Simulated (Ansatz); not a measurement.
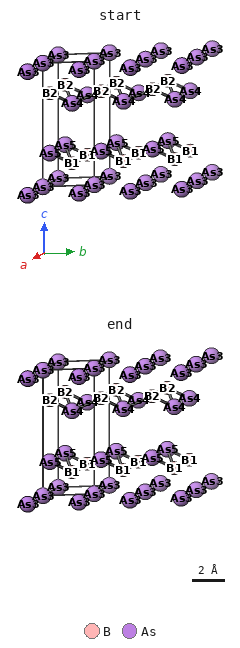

The structure of a crystal of B2As3 (built on the A-type sesquioxide_164 type) before (top) and after (bottom) a relaxation, at one scale.

A ball-and-stick model of the cell of the calculation, repeated 2 × 3 × 1 with one cell outlined, seen slightly off an axis.

Case: A-type sesquioxide type (P-3m1, No. 164).

Theory: DFT PBE, scalar-relativistic, plane waves, PAW in Ansatz.

Input
```yaml
crystal:
  lattice:
    - [3.3256635175, 0.0, 0.0]
    - [-1.6628317588, 2.8801090906, 0.0]
    - [0.0, 0.0, 7.9057143352]
  atoms:
    - { symbol: B, position: [0.3333333333, 0.6666666667, 0.2031525379] }
    - { symbol: B, position: [0.6666666667, 0.3333333333, 0.7968474621] }
    - { symbol: As, position: [0.0, 0.0, 0.0] }
    - { symbol: As, position: [0.3333333333, 0.6666666667, 0.6870850798] }
    - { symbol: As, position: [0.6666666667, 0.3333333333, 0.3129149202] }
basis:
  ecutwfc: 420
kpoints:
  mp_grid: { grid: [12, 12, 6] }
hamiltonian:
  xc: pbe
scf:
  occupations: { method: gaussian, width: 0.1 }
output:
  forces: true
  stress: true
  eigenvalues: true
relax:
  adjacent_minimum: "off"
  f_tol: 0.01
  max_steps: 80
  cell: { stress_tol: 0.05 }
```

Run as
```bash
ansatz run input.yaml --threads 1 --pin off --max-ram 2560MiB --backend cpu --events-out ev --progress --plain --runs-dir out
```

**What changed between the two?**

The largest moves relative to the cell, 0.025 Å, are those of B1 and B2. B2 goes along +c. By element the largest moves are B 0.025 Å, As 0.013 Å. The volume changes by +0.4 %, with a = b 3.326 → 3.307 Å (−0.6 %), c 7.906 → 8.028 Å (+1.6 %). The space group stays P-3m1 (No. 164). After 3 accepted moves (6 points after the start) the energy has fallen by 2.6 meV per atom. The largest force component goes from 0.18 to 0.00022 eV/Å. The pressure goes from −0.07 to 0.00 GPa. The line search rejected the trial steps at points 1, 4 of the run. At 1 point the geometry stayed and the basis and grid were re-selected for the new cell (energy shift of less than 0.05 meV per atom at most each time). Cost: 44 s on 1 thread of Intel(R) Xeon(R) 6975P-C (Granite Rapids), with other jobs on the host, peak memory 0.51 GiB.
